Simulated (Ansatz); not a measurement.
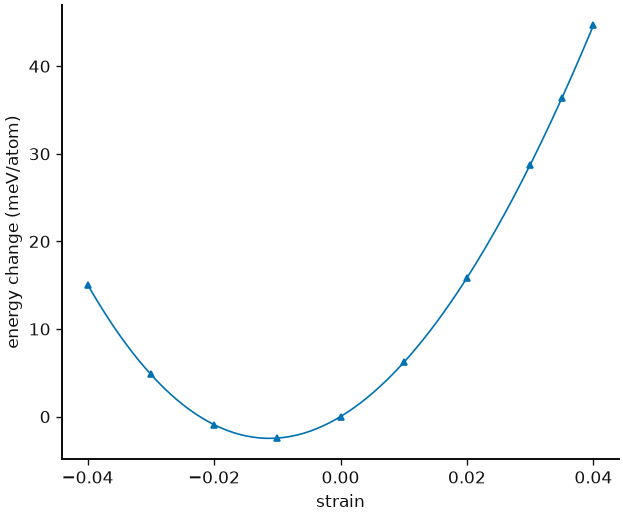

The figure shows the energy change against strain.

Calculation (Ansatz 0.2.0): homogeneous strain of a crystal along one Voigt pattern with engineering shear, fractional coordinates fixed, by plane-wave density functional theory with PAW datasets, free energies less that of the undisturbed cell, pressure positive in compression; scalar-relativistic. Level: PBEsol, no spin polarisation.

For which of these solids was it computed?
A. Rh, Fm-3m (No. 225), 13.8 Å³/atom, strain pattern [1, 0, 0, 0, 0, 0]
B. Ti, Im-3m (No. 229), 17.7 Å³/atom, strain pattern [1, 1, 0, 0, 0, 0]
C. Pt, P6_3/mmc (No. 194), 15.8 Å³/atom, strain pattern [1, 0, 0, 0, 0, 0]

A, Rh: energy change from −2.45 meV/atom to 44.66 meV/atom. The others give: Ti, energy change from −25 meV/atom to 149 meV/atom; Pt, energy change from −8 meV/atom to 701 meV/atom.

For Pt, limits of the calculation: reference crystal is not relaxed.

For Rh, limits of the calculation: reference crystal is not relaxed.

For Ti, limits of the calculation: reference crystal is not relaxed.
